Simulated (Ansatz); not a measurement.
**Single-point calculation of Ge**

Ge (P6₃/mmc, 4 atoms in the cell), computed with DFT r2SCAN, scalar-relativistic, plane waves, PAW, no spin polarisation (Ansatz 0.2.0).

The structure was made by swapping elements on the sites of another compound; it need not be a known phase. It belongs to a series of runs on one base structure; here: C -> Ge on all its sites, cell and atoms relaxed. Figures and captions count atoms from 1; the log counts them from 0 in places.

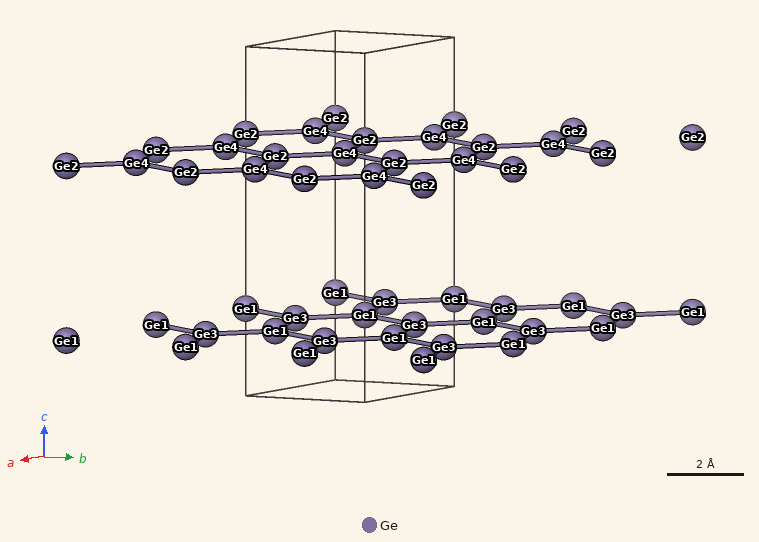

Figure 1. The structure (ball-and-stick view of the cell of the calculation, repeated 3 × 3 × 1, seen at an oblique angle; atoms are numbered from 1 in the order of the input). An atom can appear more than once, as a periodic image. Near neighbours in the periodic cell (some may lie outside the picture): Ge has 3 Ge at 1.89 Å.

## Results in brief

```csv
quantity,value
outcome,converged
space group (tolerance 0.01 Å),P6₃/mmc (194)
electrons treated,56
free energy,−17196.5895 eV
Fermi energy,8.436 eV
gap on the k-point mesh,none (metallic)
pressure,90.66 GPa
largest force (length of the vector),under 0.001 eV/Å
hardware,"1 thread of Arm Neoverse N1, 24 GiB of memory available, shared host"
wall time,11 s
peak memory,0.51 GiB
```

## Input
```yaml
crystal:
  lattice:
    - [3.2796820825, 0.0, 0.0]
    - [-1.6398410412, 2.8402879998, 0.0]
    - [0.0, 0.0, 9.3970006597]
  atoms:
    - { symbol: Ge, position: [0.0, 0.0, 0.25] }
    - { symbol: Ge, position: [0.0, 0.0, 0.75] }
    - { symbol: Ge, position: [0.3333333333, 0.6666666667, 0.25] }
    - { symbol: Ge, position: [0.6666666667, 0.3333333333, 0.75] }
basis:
  ecutwfc: 500
kpoints:
  mp_grid: { grid: [6, 6, 2] }
hamiltonian:
  xc: r2scan
scf:
  occupations: { method: gaussian, width: 0.1 }
output:
  forces: true
  stress: true
  eigenvalues: true
```

Command:
```bash
ansatz run input.yaml --threads 1 --pin off --max-ram 2560MiB --backend cpu --events-out ev --progress --plain --runs-dir out
```

## The program's output
```
Engine: ansatz 0.2.0, aarch64-unknown-linux-gnu
Pseudopotentials: kind: paw
Pseudopotential: Ge, paw, valence charge 14, recommended cutoff 500 eV (meta_gga), Ge.paw.azcp
Functional definition: r2SCAN
  parameter k0 = 0.174
  parameter k1 = 0.065
  parameter a1 = 4.9479
  exchange = r2scan_x(k0 = k0, k1 = k1, a1 = a1)
  correlation = r2scan_c
Crystal: 4 atoms, lattice volume = 87.535 Å³
Basis set: ecut = 500 eV, 2165 PW (Γ), exchange–correlation on 96×96×288 points (64 copies of the dense FFT grid, shifted against one another)
Bands: 34, of which v1, the nominal top of the filled ones, is band 28 counted from 1 (27 counted from 0)
Symmetry: 24 space group operations
Space group: P63/mmc (ITA 194), of the structure as read, at distance tolerance 4.4e-5 Å
k-points: 14 of 72
Non-local potential: Ge, projectors of the file, l = 0: 2, l = 1: 2, l = 2: 3, l = 3: 1
PAW form: soft (Blöchl's): semilocal exchange-correlation on the pseudo side does not see the compensation charge
PAW frozen core: Ge, regenerated for the run's functional (the file was generated under x = pbe(κ = 0.804, μ = 0.2195149727645171), c = pbe(β = 0.06672455060314922))
PAW one-centre angular grid: Ge, 590 points (default); XC on 160 Gauss nodes
Initial density: superposition of atomic densities (neutral atoms: chi_scale 0, normalization atom), corrected by the library's trained network
Initial wavefunctions: pseudopotential atomic-orbital guess
Functional: x = r2scan, c = r2scan; τ floored in thin density (d = 2e-4 eV/Å³)
SCF iter   1: F=—  HF=-17196.511728 eV  |F-HF|=—  |Δ(HF+E_count)|=         —  Δρ=7.03e-3  dr2=4.54e-2  dr2_τ=1.01e-1  ethr=1.77e-3  ⟨swp⟩=6.1  Hψ=1859  notcnv=0
preconditioner: auto → LDOS  [metal: Δε(μ)=0.017 eV  Ē_g=25.681 eV  σ=0.100 eV  W_gap=0.10  n_scr=24 (ndim 8)  ℏωp=29.7 eV  f_vac=0.287  D(μ)=1.99/eV (n_scr^D=6)  β→1.0]
SCF iter   2: F=—  HF=-17196.617917 eV  |F-HF|=—  |Δ(HF+E_count)|=   1.06e-1  Δρ=6.63e-3  dr2=2.90e-2  dr2_τ=2.00e-4  ethr=8.10e-5  ⟨swp⟩=2.2  Hψ=1054  notcnv=0  defer=19
SCF iter   3: F=—  HF=-17196.589593 eV  |F-HF|=—  |Δ(HF+E_count)|=   2.83e-2  Δρ=1.41e-3  dr2=9.89e-4  dr2_τ=1.11e-5  ethr=5.18e-5  ⟨swp⟩=2.0  Hψ=914  notcnv=0  defer=19
SCF iter   4: F=—  HF=-17196.589460 eV  |F-HF|=—  |Δ(HF+E_count)|=   1.33e-4  Δρ=1.77e-4  dr2=2.71e-5  dr2_τ=3.26e-7  ethr=1.77e-6  ⟨swp⟩=2.0  Hψ=852  notcnv=0  defer=19
SCF iter   5: F=—  HF=-17196.589468 eV  |F-HF|=—  |Δ(HF+E_count)|=   7.98e-6  Δρ=8.41e-5  dr2=4.31e-6  dr2_τ=4.59e-8  ethr=4.84e-8  ⟨swp⟩=2.0  Hψ=856  notcnv=0  defer=19
SCF iter   6: F=—  HF=-17196.589464 eV  |F-HF|=—  |Δ(HF+E_count)|=   4.07e-6  Δρ=2.47e-5  dr2=4.19e-7  dr2_τ=7.60e-9  ethr=7.70e-9  ⟨swp⟩=2.0  Hψ=852  notcnv=0  defer=19
SCF iter   7: F=-17196.589464 eV  HF=-17196.589464 eV  |F-HF|=4.22e-9  |Δ(HF+E_count)|=   3.56e-7  Δρ=5.47e-6  dr2=4.31e-8  dr2_τ=7.89e-10  ethr=1.79e-10  ⟨swp⟩=9.6  Hψ=2210  notcnv=0
SCF 1 converged in 7 iterations: F = -17196.589464 eV  dr2 = 4.31e-8
  greatest PAW one-centre occupation: 0.999 electrons in one spin orbital (limit 2), on the Ge atom at site 3 (counted from 0), in its partial waves of l = 2
```

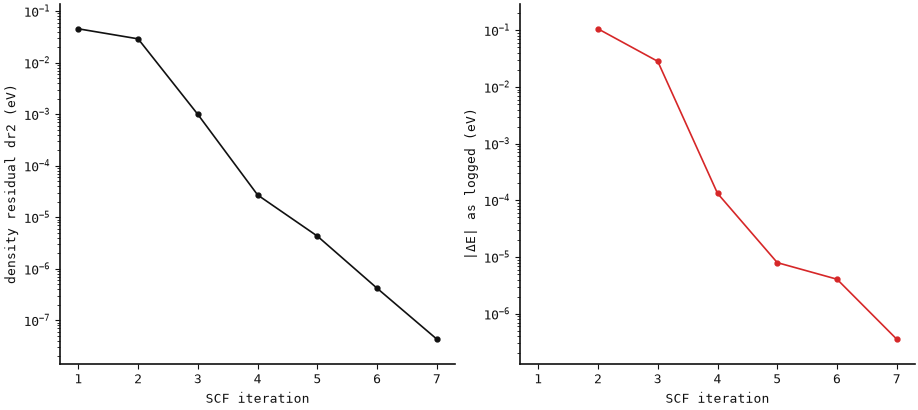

Figure 2. Convergence of the self-consistent field: density residual dr2 and size of the energy change against the SCF iteration. The residual falls at every step.

```
SCF converged after 7 iterations
Free energy (F): -17196.589464 eV
Harris-Foulkes:  -17196.589464 eV  (|F-HF|=4.22e-9)
Internal energy: -17196.576835 eV  (E = F + TS)
E sigma→0 (E₀):  -17196.583150 eV
Entropy (-TS):   -0.012629 eV (-3.157 meV/atom)
Fermi energy:    8.435841 eV
--- Per-component energies (eV) ---
  E_band       = -682.510226
  E_kinetic    = 485.577705
  E_local      = -12716.731038  (includes V_loc(G=0)·N_el)
  E_nonlocal   = 1695.390158
  E_hartree    = 5716.452576
  E_xc         = -296.597198
  E_vxc        = -300.244471  (∫ρ·V_xc dr)
  E_paw        = -8133.088037  (= ΣΔE_a)
  E_vpaw       = -1296.530694  (= ΣTr[D̂ρ^β])
  E_aug_tail   = 0.000043  (compensation charges beyond the density's cutoff)
  E_vtau       = 17.140646  (kinetic-family band-sum trace: ∫τ·v_τ [+ j·A + Jᵃ·Aᵃ] dr)
  E_ewald      = -3943.237981
  E_core_change = -4.343063  (= ΣΔE_core)
  E_smearing   = -0.012629  (= −TS)
  E_closure    = -0.000000  (closes the sum)
  Σ components = -17196.589464   (vs F -17196.589464, Δ=0.00e0)
--- Forces (eV/Å), atoms counted from 1 ---
  atom   1  Ge    -0.00000000    -0.00000000    -0.00000000
  atom   2  Ge     0.00000000     0.00000000     0.00000000
  atom   3  Ge     0.00000000     0.00000000     0.00000000
  atom   4  Ge    -0.00000000    -0.00000000    -0.00000000
  max |Σ_I F_I| component: 3.70e-17 eV/Å
--- Stress (GPa, compression-positive) ---
      136.510622      -0.000000       0.000000
        0.000000     136.510622       0.000000
       -0.000000       0.000000      -1.026267
  P = ⅓ Tr σ = 90.6650 GPa (906.650 kbar)
--- Band table (eV; the first three rows and the last of 14) ---
  k-point 0: bands = ["-18.3160", "-18.3158", "-18.1304", "-18.1304", "-18.1304", "-18.1304", "-17.9091", "-17.9091", "-17.9090", "-17.9090", "-17.5505", "-17.5505", "-17.5505", "-17.5505", "-17.0851", "-17.0851", "-17.0851", "-17.0851", "-16.9429", "-16.9427", "-7.7447", "-7.6744", "2.3206", "3.2460", "8.3535", "8.3535", "8.3693", "8.3693", "10.3072", "14.0198", "14.0198", "14.0559", "14.0559", "15.2482"]
  k-point 1: bands = ["-18.3159", "-18.3159", "-18.1304", "-18.1304", "-18.1304", "-18.1304", "-17.9090", "-17.9090", "-17.9090", "-17.9090", "-17.5505", "-17.5505", "-17.5505", "-17.5505", "-17.0851", "-17.0851", "-17.0851", "-17.0851", "-16.9428", "-16.9428", "-7.7099", "-7.7099", "2.7392", "2.7392", "8.3614", "8.3614", "8.3614", "8.3614", "11.9699", "11.9699", "14.0374", "14.0374", "14.0374", "14.0374"]
  k-point 2: bands = ["-18.3980", "-18.3980", "-18.3357", "-18.3357", "-18.2255", "-18.2254", "-17.9362", "-17.9361", "-17.8808", "-17.8807", "-17.3416", "-17.3416", "-17.2926", "-17.2926", "-17.1326", "-17.1325", "-17.0596", "-17.0596", "-16.9374", "-16.9372", "-7.2439", "-7.1750", "2.8890", "3.8143", "5.2668", "5.3106", "7.0474", "7.0802", "10.8142", "13.0595", "13.1754", "15.6423", "16.0485", "16.2679"]
  k-point 13: bands = ["-18.9777", "-18.9777", "-18.3064", "-18.3064", "-18.3052", "-18.3052", "-18.0702", "-18.0702", "-17.5392", "-17.5392", "-17.5214", "-17.5214", "-17.0754", "-17.0754", "-17.0685", "-17.0685", "-16.9481", "-16.9481", "-16.4744", "-16.4744", "-2.2140", "-2.2140", "-2.2100", "-2.2100", "0.9744", "0.9744", "8.4209", "8.4209", "8.4290", "8.4290", "13.2855", "13.2855", "17.4795", "17.4795"]
```

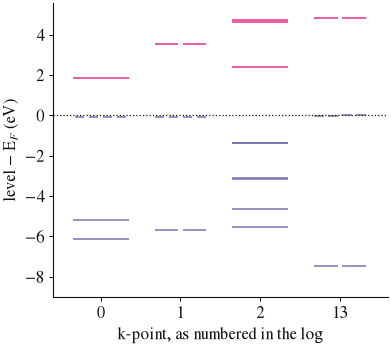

Figure 3. Kohn–Sham levels near the Fermi level (dotted) at the few k-points that the log prints; levels within 0.02 eV of each other stand side by side. The system is metallic on the full mesh.
